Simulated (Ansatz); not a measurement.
# Fermi surface of TaN (space group P6/mmm, No. 191)

Input file:

```yaml
crystal:
  lattice:
    - [5.191, 0.0, 0.0]
    - [-2.5955, 4.49553787, 0.0]
    - [0.0, 0.0, 2.908]
  atoms:
    - { symbol: Ta, position: [0.0, 0.0, 0.0] }
    - { symbol: Ta, position: [0.33333333, 0.66666667, 0.5] }
    - { symbol: Ta, position: [0.66666667, 0.33333333, 0.5] }
    - { symbol: "N", position: [0.5, 0.0, 0.0] }
    - { symbol: "N", position: [0.5, 0.5, 0.0] }
    - { symbol: "N", position: [0.0, 0.5, 0.0] }
basis:
  ecutwfc: 420
kpoints:
  mp_grid: { grid: [12, 12, 14] }
hamiltonian:
  xc: pbe
scf:
  occupations: { method: gaussian, width: 0.05 }
output:
  forces: true
  eigenvalues: true
  eigenstates:
    nscf_kmesh: { grid: [24, 24, 34] }
    top_band: c6
    de_dk: true
    localisation: true
  stress: true
checkpoint:
  write: ck
  compress: false
  write_wavefunctions: false
  write_every: 100000
```

Run with:

```sh
ansatz run input.yaml --threads 2 --pin off --max-ram 5120MiB --backend cpu --events-out ev --progress --plain --runs-dir out
```

These are results of DFT PBE, scalar-relativistic, plane waves, PAW; levels and slopes on a dense k mesh at the converged density (Ansatz), not measurements. No spin polarisation. The levels come from a k mesh of 24×24×34 points. Cell and positions as given, without relaxation (residual pressure 10 GPa).

Part 1: The sheets

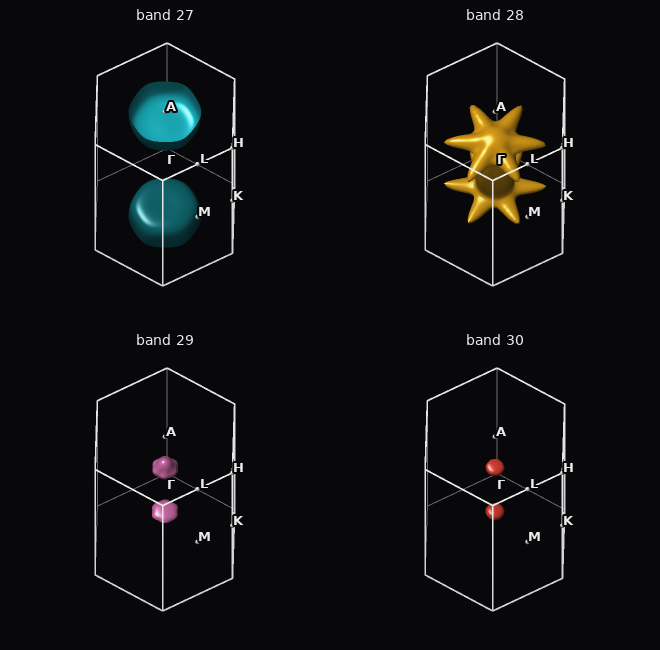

The figure shows the computed Fermi surface of this crystal. Each panel holds one band. The brighter face of a sheet looks towards empty states.

Question: Describe the Fermi surface sheet by sheet.

Answer: Four bands cross the Fermi level; this is a three-dimensional metal.

Band 27: one hole pocket centred at A (5.6 % of the zone).
Band 28: one electron pocket centred at Γ (5.3 % of the zone).
Band 29: two electron pockets on the Γ–A line (each 0.13 % of the zone).
Band 30: two electron pockets on the Γ–A line (each 0.05 % of the zone).
A pocket cut by a face of the zone is counted once with the part on the opposite face.
The shape of the surface of band 30 changes its kind within 0.06 eV of this level, so small parts may appear, vanish, join or separate.

Part 2: Weight on the atoms

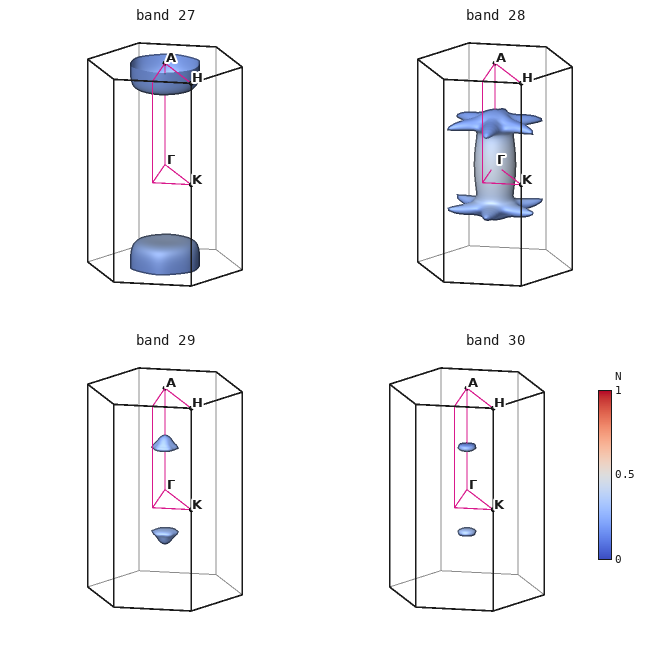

Fermi surface of this crystal, coloured by the weight of the states on N (Voronoi cells).

Question: How much N character do the sheets have, and what else?

Answer: Band 27: Ta (72 %) and N (28 %). Band 28: Ta (71 %) and N (29 %). Band 29: Ta (72 %) and N (28 %). Band 30: Ta (73 %) and N (27 %).

Part 3: Nesting

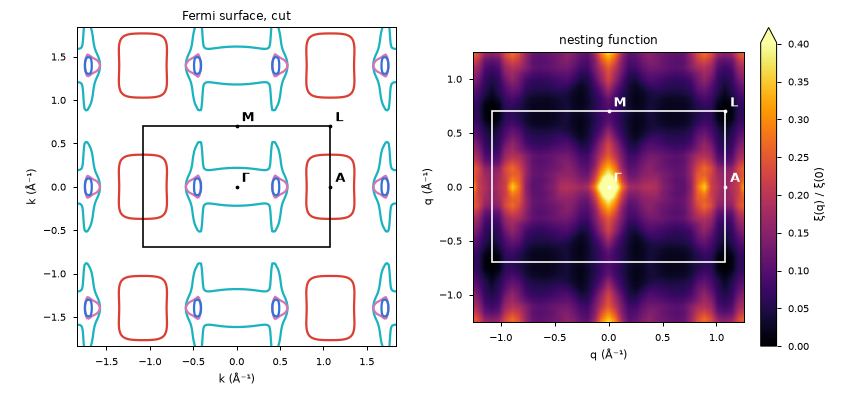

This crystal: a cut of the Fermi surface and the nesting function ξ(q) = Σ δ(ε_k) δ(ε_k+q) over all sheets (each δ a Gaussian as wide as the level changes between mesh points, at least 0.03 eV; heights depend on it), both in the plane through Γ, A and M.

Question: Where is the strongest nesting away from q = 0?

Answer: The highest maximum lies on the Γ–A line, at q = (0.00, 0.00, 0.41) in units of the primitive reciprocal vectors. It reaches 0.36 of the value at q = 0, against a mean of 0.07. A peak of ξ alone doesn't prove an instability there.

Part 4: Speeds

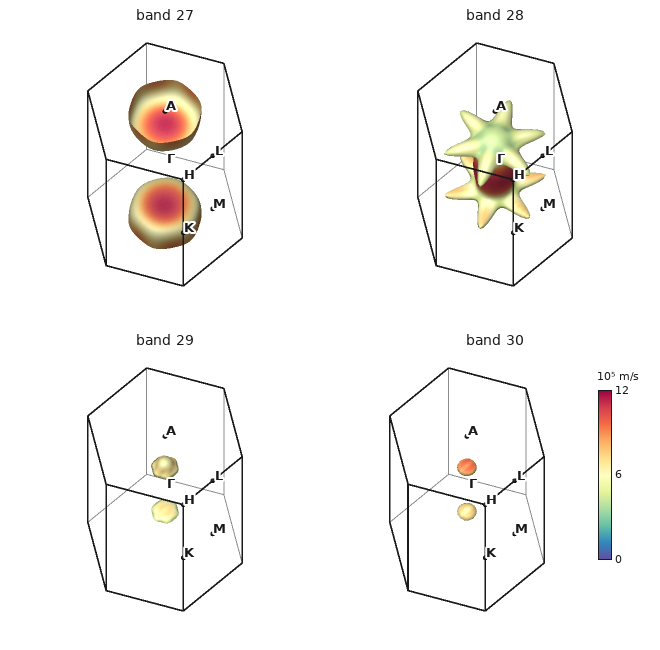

Fermi surface of this crystal, coloured by the Fermi speed.

Question: How fast are the electrons on each sheet?

Answer: Band 27: 6.1 to 11 × 10⁵ m/s over most of the sheet, 7.5 × 10⁵ m/s on average over states. Band 28: 4.1 to 11 × 10⁵ m/s over most of the sheet, 6.3 × 10⁵ m/s on average over states. Band 29: 4.6 to 7.4 × 10⁵ m/s over most of the sheet, 6.2 × 10⁵ m/s on average over states. Band 30: 6.1 to 8.8 × 10⁵ m/s over most of the sheet, 8.1 × 10⁵ m/s on average over states.

Question: Which of these bands adds most to the density of states at the Fermi level?

Answer: Band 28, with 0.40 of 0.68 states/eV per cell.

Part 5: Cuts and bands

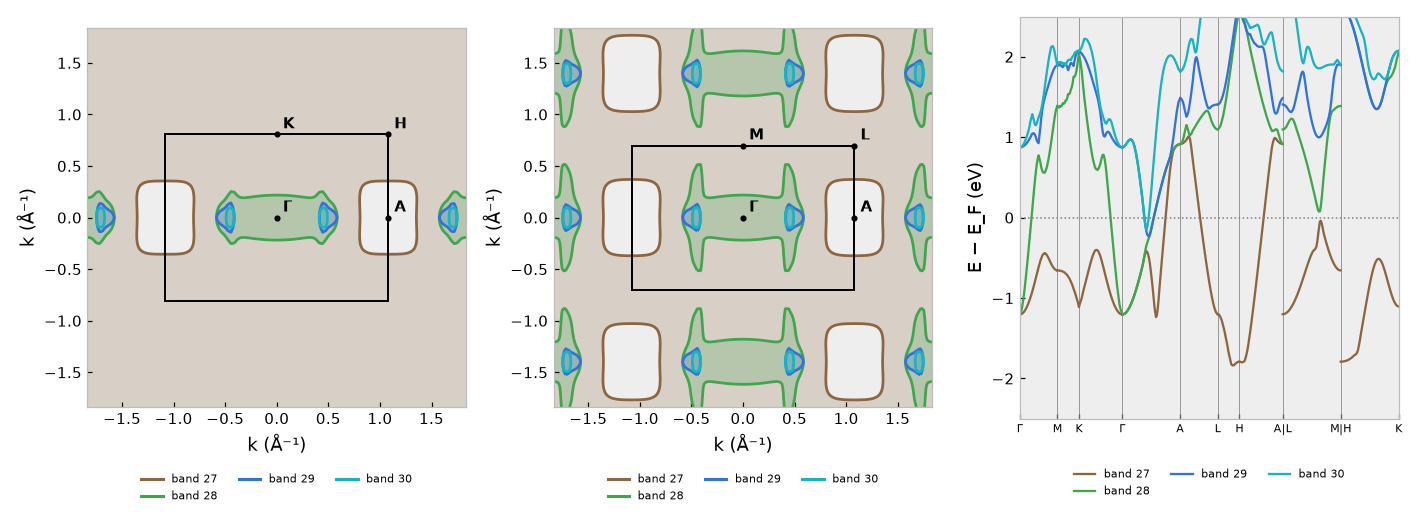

This crystal: cuts through the Fermi surface in the plane through Γ, A and K and the plane through Γ, A and M, filled states shaded, and the bands that cross the Fermi level.

Question: Give each band's level at the labelled points, in eV from the Fermi level.

Answer:
| band | Γ | A | K | H | M | L |
| --- | --- | --- | --- | --- | --- | --- |
| band 27 | −1.21 | +0.92 | −1.10 | −1.79 | −0.66 | −1.20 |
| band 28 | −1.21 | +0.92 | +2.05 | above | +1.39 | +1.10 |
| band 29 | +0.87 | +1.49 | +2.07 | above | +1.90 | +1.41 |
| band 30 | +0.87 | +1.82 | +2.07 | above | +1.90 | above |

Negative values are filled states; "above" and "below" lie outside the plotted window.

Spin-orbit coupling is left out; with Ta it can split, shift or remove sheets. Necks and pockets thinner than about two mesh steps aren't resolved, so separate pockets may in truth be joined.

Cost: 20 s on 2 threads of AMD EPYC 9R45 96-Core Processor (Zen 5), with other jobs on the host, peak memory 1.3 GiB.
